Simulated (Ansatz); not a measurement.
## Single-point calculation of HfN (charge −6)

HfN (2 atoms in the cell, total charge −6), computed with DFT, PBEsol, plane waves, PAW, no spin polarisation (Ansatz 0.2.0).

The structure derives from an entry of the Crystallography Open Database. Some settings of this run were made unusual or wrong on purpose.

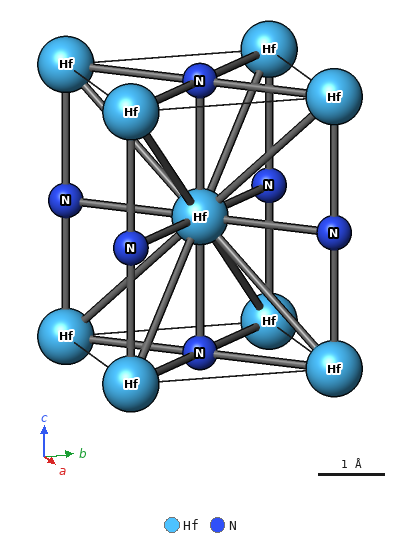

The structure as given in the input (ball-and-stick view of the cell 2 times as large as that of the calculation, set on its symmetry axes, seen slightly off an axis). An atom can appear more than once, as a periodic image.

### The input
```yaml
crystal:
  lattice:
    - [0.0, 2.3070451518, 2.13823697]
    - [2.3070451518, 0.0, 2.13823697]
    - [2.3070451518, 2.3070451518, 0.0]
  atoms:
    - { symbol: Hf, position: [0.0, 0.0, 0.0] }
    - { symbol: "N", position: [0.5, 0.5, 0.5] }
basis:
  ecutwfc: 420
kpoints:
  mp_grid: { grid: [22, 22, 22] }
hamiltonian:
  xc: pbesol
scf:
  occupations: { method: gaussian, width: 0.15 }
  max_iter: 100
output:
  forces: true
  eigenvalues: true
  stress: true
total_charge: -6
```

Command:
```bash
ansatz run input.yaml --threads 2 --pin off --max-ram 5120MiB --backend cpu --events-out ev --progress --plain --runs-dir out
```

### Log
```
Engine: ansatz 0.2.0, x86_64-unknown-linux-gnu
Pseudopotentials: kind: paw
Pseudopotential: Hf, paw, valence charge 26, recommended cutoff 420 eV (normal), Hf.paw.azcp
Pseudopotential: N, paw, valence charge 5, recommended cutoff 420 eV (normal), N.paw.azcp
Functional definition: PBEsol
  exchange = pbesol_x
  correlation = pbesol_c
Crystal: 2 atoms, lattice volume = 22.761 Å³
Basis set: ecut = 420 eV, 459 PW (Γ), exchange–correlation on 48×48×48 points (8 copies of the dense FFT grid, shifted against one another)
Bands: 23, of which v1, the nominal top of the filled ones, is band 19 counted from 1 (18 counted from 0)
Symmetry: 16 space group operations
Space group: I4/mmm (ITA 139), of the structure as read, at distance tolerance 2.8e-5 Å
k-points: 834 of 10648
Non-local potential: Hf, projectors of the file, l = 0: 3, l = 1: 2, l = 2: 2, l = 3: 3
Non-local potential: N, projectors of the file, l = 0: 2, l = 1: 2, l = 2: 1
PAW form: soft (Blöchl's): semilocal exchange-correlation on the pseudo side does not see the compensation charge
PAW frozen core: Hf, regenerated for the run's functional, and the local potential with it (the file was generated under x = pbe(κ = 0.804, μ = 0.2195149727645171), c = pbe(β = 0.06672455060314922))
PAW frozen core: N, regenerated for the run's functional, and the local potential with it (the file was generated under x = pbe(κ = 0.804, μ = 0.2195149727645171), c = pbe(β = 0.06672455060314922))
PAW one-centre angular grid: Hf, 590 points (default); XC on 64 Gauss nodes
PAW one-centre angular grid: N, 110 points (default); XC on 64 Gauss nodes
Initial density: superposition of atomic densities (neutral atoms scaled as one to the charged cell's electrons: chi_scale 0, normalization atom), corrected by the library's trained network
Initial wavefunctions: pseudopotential atomic-orbital guess
Functional: x = pbesol(κ = 0.804, μ = 0.12345679012345678), c = pbesol(β = 0.046)
SCF iter   1: F=—  HF=-16189.773728 eV  |F-HF|=—  |Δ(HF+E_count)|=         —  Δρ=3.49e0  dr2=2.51e3  ethr=1.77e-3  ⟨swp⟩=8.6  Hψ=121945  notcnv=0
preconditioner: auto → Kerker (q_TF=auto, 2.958 Å⁻¹)  [metal: Δε(μ)=0.005 eV  Ē_g=23.402 eV  σ=0.150 eV  W_gap=0.02  n_scr=14 (ndim 8)  ℏωp=46.0 eV  f_vac=0.000  D(μ)=1.19/eV (n_scr^D=14)]
SCF iter   2: F=—  HF=-16428.994862 eV  |F-HF|=—  |Δ(HF+E_count)|=    2.39e2  Δρ=1.25e0  dr2=3.66e2  ethr=1.77e-3  ⟨swp⟩=8.3  Hψ=151069  notcnv=0  defer=292
SCF iter   3: F=—  HF=-15962.304621 eV  |F-HF|=—  |Δ(HF+E_count)|=    4.67e2  Δρ=3.97e-1  dr2=2.11e1  ethr=1.77e-3  ⟨swp⟩=8.7  Hψ=87956  notcnv=0  defer=418
SCF iter   4: F=—  HF=-15826.477340 eV  |F-HF|=—  |Δ(HF+E_count)|=    1.36e2  Δρ=3.86e-1  dr2=2.57e1  ethr=1.77e-3  ⟨swp⟩=8.8  Hψ=108522  notcnv=0  defer=230
SCF iter   5: F=—  HF=-15830.202933 eV  |F-HF|=—  |Δ(HF+E_count)|=    3.73e0  Δρ=2.44e-1  dr2=1.04e1  ethr=1.77e-3  ⟨swp⟩=4.9  Hψ=59454  notcnv=0  defer=289
SCF iter   6: F=—  HF=-15857.672508 eV  |F-HF|=—  |Δ(HF+E_count)|=    2.75e1  Δρ=3.27e-1  dr2=1.56e1  ethr=1.77e-3  ⟨swp⟩=5.9  Hψ=79975  notcnv=0  defer=278
SCF iter   7: F=—  HF=-15827.664672 eV  |F-HF|=—  |Δ(HF+E_count)|=    3.00e1  Δρ=1.60e-1  dr2=3.59e0  ethr=1.77e-3  ⟨swp⟩=4.9  Hψ=76534  notcnv=0  defer=171
SCF iter   8: F=—  HF=-15820.792214 eV  |F-HF|=—  |Δ(HF+E_count)|=    6.87e0  Δρ=4.60e-2  dr2=3.27e-1  ethr=1.77e-3  ⟨swp⟩=4.3  Hψ=71045  notcnv=0  defer=200
SCF iter   9: F=—  HF=-15820.574075 eV  |F-HF|=—  |Δ(HF+E_count)|=   2.18e-1  Δρ=2.48e-2  dr2=1.02e-1  ethr=8.83e-4  ⟨swp⟩=2.1  Hψ=40681  notcnv=0  defer=212
SCF iter  10: F=—  HF=-15820.508352 eV  |F-HF|=—  |Δ(HF+E_count)|=   6.57e-2  Δρ=2.59e-3  dr2=1.92e-3  ethr=2.75e-4  ⟨swp⟩=2.1  Hψ=39269  notcnv=0  defer=214
SCF iter  11: F=—  HF=-15820.505674 eV  |F-HF|=—  |Δ(HF+E_count)|=   2.68e-3  Δρ=1.54e-3  dr2=3.22e-4  ethr=5.18e-6  ⟨swp⟩=2.1  Hψ=34156  notcnv=0  defer=214
SCF iter  12: F=—  HF=-15820.505407 eV  |F-HF|=—  |Δ(HF+E_count)|=   2.66e-4  Δρ=5.29e-5  dr2=3.19e-7  ethr=8.71e-7  ⟨swp⟩=2.0  Hψ=34624  notcnv=0  defer=212
SCF iter  13: F=—  HF=-15820.505408 eV  |F-HF|=—  |Δ(HF+E_count)|=   6.71e-7  Δρ=5.45e-5  dr2=4.09e-7  ethr=2.70e-10  ⟨swp⟩=11.7  Hψ=150484  notcnv=0
SCF iter  14: F=-15820.505408 eV  HF=-15820.505408 eV  |F-HF|=2.27e-8  |Δ(HF+E_count)|=   3.11e-7  Δρ=1.02e-5  dr2=1.45e-8  ethr=2.70e-10  ⟨swp⟩=3.4  Hψ=85862  notcnv=0
SCF 1 converged in 14 iterations: F = -15820.505408 eV  dr2 = 1.45e-8
  greatest PAW one-centre occupation: 0.998 electrons in one spin orbital (limit 2), on the Hf atom at site 0 (counted from 0), in its partial waves of l = 3
```

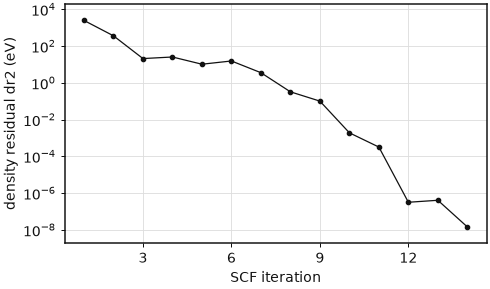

Convergence of the self-consistent field: density residual dr2 against the SCF iteration. The residual falls almost steadily, with no more than small rises.

```
SCF converged after 14 iterations
Free energy (F): -15820.505408 eV
Harris-Foulkes:  -15820.505408 eV  (|F-HF|=2.27e-8)
Internal energy: -15820.488260 eV  (E = F + TS)
E sigma→0 (E₀):  -15820.496834 eV
Entropy (-TS):   -0.017147 eV (-8.574 meV/atom)
Fermi energy:    28.473626 eV
--- Per-component energies (eV) ---
  E_band       = 372.445669
  E_kinetic    = 760.199327
  E_local      = -4720.767164  (includes V_loc(G=0)·N_el)
  E_nonlocal   = -1172.065217
  E_hartree    = 2309.285436
  E_xc         = -446.162555
  E_vxc        = -458.180126  (∫ρ·V_xc dr)
  E_paw        = -6959.823565  (= ΣΔE_a)
  E_vpaw       = 1344.697215  (= ΣTr[D̂ρ^β])
  E_aug_tail   = 0.000112  (compensation charges beyond the density's cutoff)
  E_ewald      = -5592.433826
  E_core_change = 1.279190  (= ΣΔE_core)
  E_smearing   = -0.017147  (= −TS)
  E_closure    = -0.000000  (closes the sum)
  E_deformation_potential = -189.599091  (in the stress; not in F)
  Σ components = -15820.505408   (vs F -15820.505408, Δ=0.00e0)
--- Forces (eV/Å), atoms counted from 1 ---
  atom   1  Hf     0.00000000     0.00000000     0.00000000
  atom   2  N     -0.00000000     0.00000000    -0.00000000
  max |Σ_I F_I| component: 1.42e-29 eV/Å
--- Stress (GPa, compression-positive) ---
     -126.719158       0.000000       0.000000
        0.000000    -126.719158      -0.000000
        0.000000      -0.000000    -167.377518
  P = ⅓ Tr σ = -140.2719 GPa (-1402.719 kbar)
--- Band table (eV; the first three rows and the last of 834) ---
  k-point 0: bands = ["-37.4226", "-5.9970", "-5.7173", "-5.7173", "4.6604", "13.5583", "13.5774", "13.5774", "13.7755", "13.9092", "13.9092", "13.9230", "19.8155", "19.8155", "20.4011", "22.0585", "22.0585", "23.0121", "23.0546", "24.6646", "26.8458", "30.4952", "46.3134"]
  k-point 1: bands = ["-37.4210", "-6.0124", "-5.7371", "-5.7212", "4.7241", "13.5581", "13.5771", "13.5804", "13.7771", "13.9067", "13.9083", "13.9211", "19.5490", "19.6590", "20.2116", "22.1668", "22.1701", "23.0700", "23.2602", "24.8350", "27.0254", "30.6967", "45.2640"]
  k-point 2: bands = ["-37.4163", "-6.0677", "-5.7828", "-5.7326", "4.9096", "13.5517", "13.5815", "13.5894", "13.7819", "13.8992", "13.9036", "13.9175", "18.9072", "19.2725", "19.7769", "22.3536", "22.4570", "23.1601", "23.8614", "25.3074", "27.5215", "31.2744", "43.7313"]
  k-point 833: bands = ["-37.3010", "-7.1186", "-6.2579", "-6.2579", "6.0916", "13.7324", "13.7324", "13.7338", "13.7830", "13.8183", "13.8183", "13.9412", "17.7645", "17.9993", "18.9089", "18.9089", "28.0684", "28.2765", "29.5172", "29.5172", "31.0920", "32.1123", "39.0007"]
```

### What the run reported

| quantity | value |
| --- | --- |
| outcome | converged |
| space group (tolerance 0.01 Å) | I4/mmm (139) |
| electrons treated | 37 |
| free energy | −15820.5054 eV |
| Fermi energy | 28.474 eV |
| gap on the k-point mesh | none (metallic) |
| pressure | −140.27 GPa |
| largest force (length of the vector) | under 0.001 eV/Å |
| hardware | 2 threads of AMD EPYC (Zen 3), 189 GiB of memory available, shared host |
| wall time | 57 s (CPU time 1.9 min) |
| peak memory | 0.65 GiB |

### What went wrong

A setting was made wrong on purpose: a charge that the system can't hold (`total_charge`). The cell cannot bind or give up so many electrons; the background charge dominates. The run converged all the same; its numbers are those of the faulty input and shouldn't be used. The cell is charged and computed with a neutralising background, so its energy and pressure depend on the cell and aren't those of a real crystal.
